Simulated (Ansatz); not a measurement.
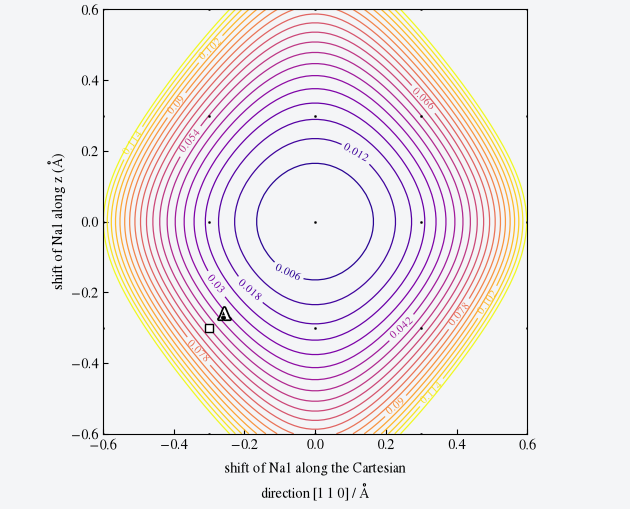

NaH (Pm-3m, No. 221; 2 atoms in the cell). 
- Atom Na1 is moved over a plane while all other atoms and the cell stay fixed (its periodic images move with it) (x, y and z along the cube axes).
- The first coordinate is: shift of Na1 along the Cartesian direction [1 1 0]; the second: shift of Na1 along z.
- Grid: 5 × 5 points; 9 points were computed and 16 follow by symmetry.
- Points are written as (first, second).
- Energies: eV per cell, counted from the lowest grid point.
- The reference cell is the one listed in the database, not relaxed at this level.
- Method: DFT PBEsol, scalar-relativistic, plane waves, PAW (Ansatz). Settings: cutoff 420 eV, k-mesh 10×10×10, gaussian smearing 0.05 eV, no spin polarisation.

Drawn: contour lines labelled in eV (none above 0.12), dots at the grid points, the point A. Between grid points the surface is interpolated.

Which way does the force act at A, and how strong is it?

A, at (−0.3 Å, −0.3 Å), is not a stationary point. The computed force is 0.33 eV/Å in the plane, pointing up and right in the picture (components 0.26 and 0.21 eV/Å).
